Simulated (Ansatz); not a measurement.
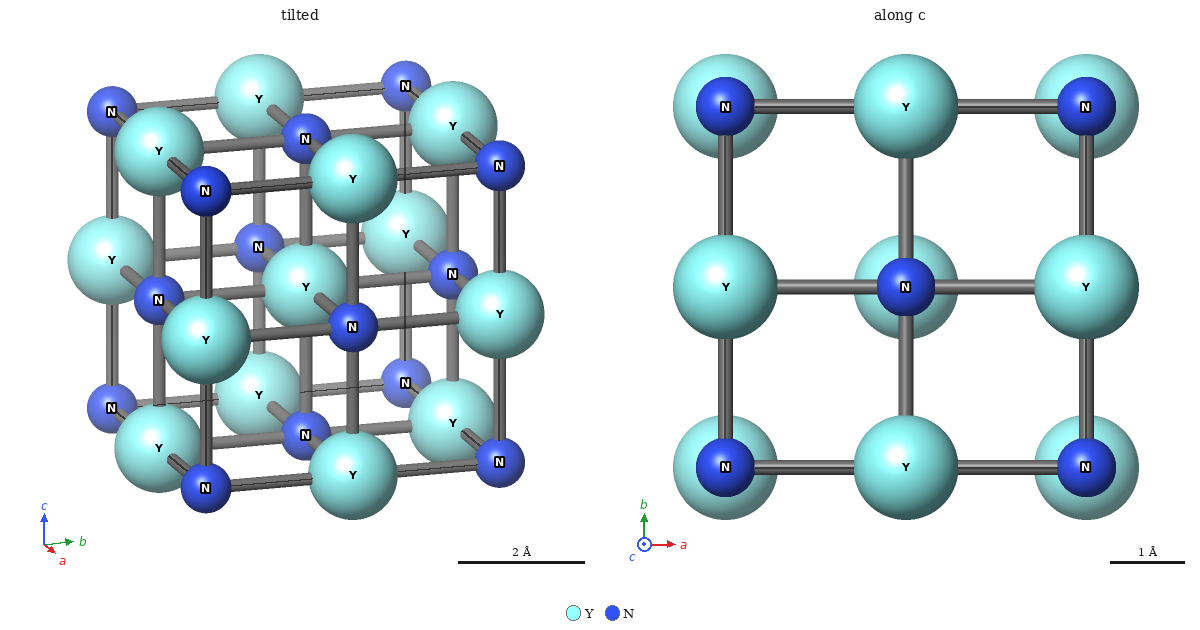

Ball-and-stick drawing of the structure, looking slightly off an axis and along the c axis. The conventional unit cell is outlined; an atom on or near a face, edge or corner is repeated at each equivalent position.

YN, rock salt (NaCl type), space group Fm-3m (No. 225), a = 4.907 Å, b = 4.907 Å, c = 4.907 Å, α = 90.00°, β = 90.00°, γ = 90.00°. Provenance: a structure type known for this compound. Earlier steps of the study, as a rule a relaxation of our own, may have changed the cell and positions, so they can lie some per cent off the listed ones. Ansatz was used for an electronic-structure calculation on it.

This one geometry was computed with Ansatz (DFT, plane waves, PAW) at six levels of theory: LDA, PBE, r2SCAN, PBE with spin-orbit coupling, PBEsol and HSE06.

### Which level gives the highest pressure at this volume, and what does that say about its equilibrium volume?

Highest: PBE (-0.1 GPa) and PBE with spin-orbit coupling (-0.1 GPa), which points to the largest equilibrium volume. Lowest, with the smallest volume: LDA (-8.7 GPa). Levels within 0.5 GPa of each other can't be told apart.

### How does the band gap change with the level of theory?

LDA: a gap of 0.12 eV on the k-mesh; PBEsol: a gap of 0.13 eV on the k-mesh; PBE with spin-orbit coupling: a gap of 0.19 eV on the k-mesh; PBE: a gap of 0.21 eV on the k-mesh; r2SCAN: a gap of 0.59 eV on the k-mesh; HSE06: a gap of 1.11 eV on the k-mesh.

### Collect the results in a table.

| level | cutoff (eV) | k-mesh of the run's cell | gap (eV) | pressure (GPa) |
| --- | --- | --- | --- | --- |
| LDA | 420 | 12×12×12 | 0.12 | -8.7 |
| PBE | 420 | 12×12×12 | 0.21 | -0.1 |
| r2SCAN | 500 | 12×12×12 | 0.59 | -1.1 |
| PBE with spin-orbit coupling | 420 | 12×12×12 | 0.19 | -0.1 |
| PBEsol | 420 | 12×12×12 | 0.13 | -5.0 |
| HSE06 | 420 | 8×8×8 | 1.11 | -2.6 |

Gaps are taken on the k-mesh or band path of each run.
